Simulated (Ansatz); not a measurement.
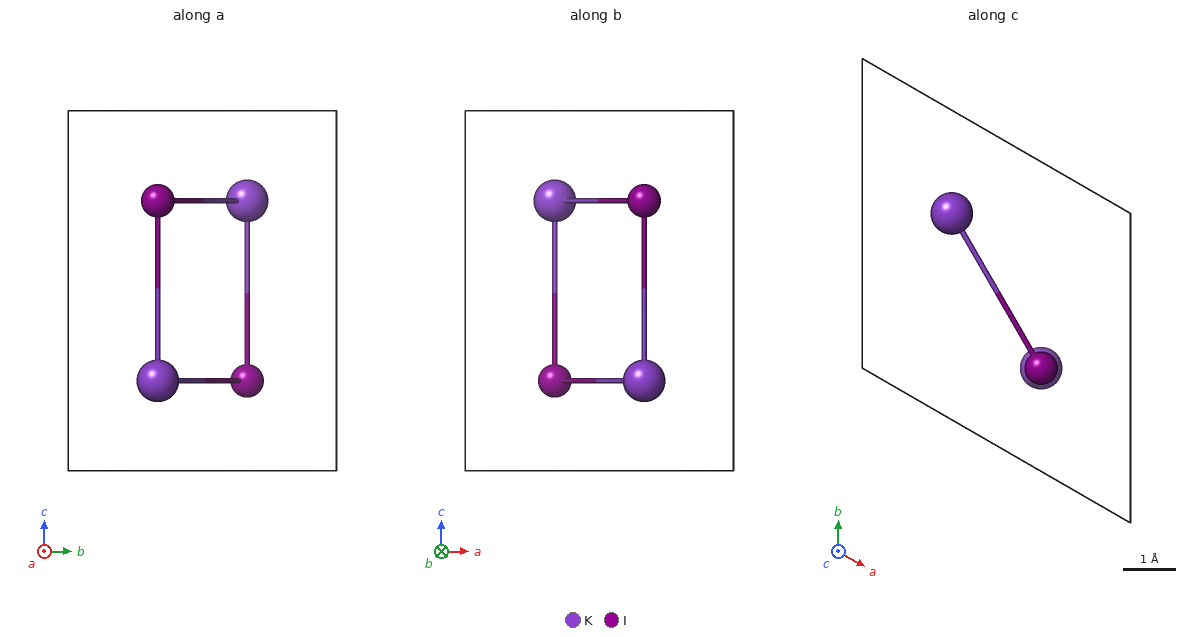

The crystal in a ball-and-stick representation, seen along the a axis, along the b axis and along the c axis. The lines enclose the conventional unit cell; boundary atoms appear with their images.

Lattice parameters: a = 5.9761 Å, b = 5.9761 Å, c = 6.9535 Å, α = 90.000°, β = 90.000°, γ = 120.000°.

Transcribe the picture into a CIF with its space group and independent sites.

Answer.
```cif
data_structure
_symmetry_space_group_name_H-M 'P 63/m m c'
_symmetry_Int_Tables_number 194
_cell_length_a 5.9761
_cell_length_b 5.9761
_cell_length_c 6.9535
_cell_angle_alpha 90.000
_cell_angle_beta 90.000
_cell_angle_gamma 120.000
_cell_volume 215.07
loop_
_atom_site_label
_atom_site_type_symbol
_atom_site_symmetry_multiplicity
_atom_site_Wyckoff_symbol
_atom_site_fract_x
_atom_site_fract_y
_atom_site_fract_z
_atom_site_occupancy
K1 K 2 d 0.3333 0.6667 0.7500 1
I1 I 2 c 0.3333 0.6667 0.2500 1
```

Its origin is a structure type filled with these elements by a generator (whether the compound takes this form wasn't checked). Relaxation method: DFT, PBEsol, plane waves, PAW (Ansatz).
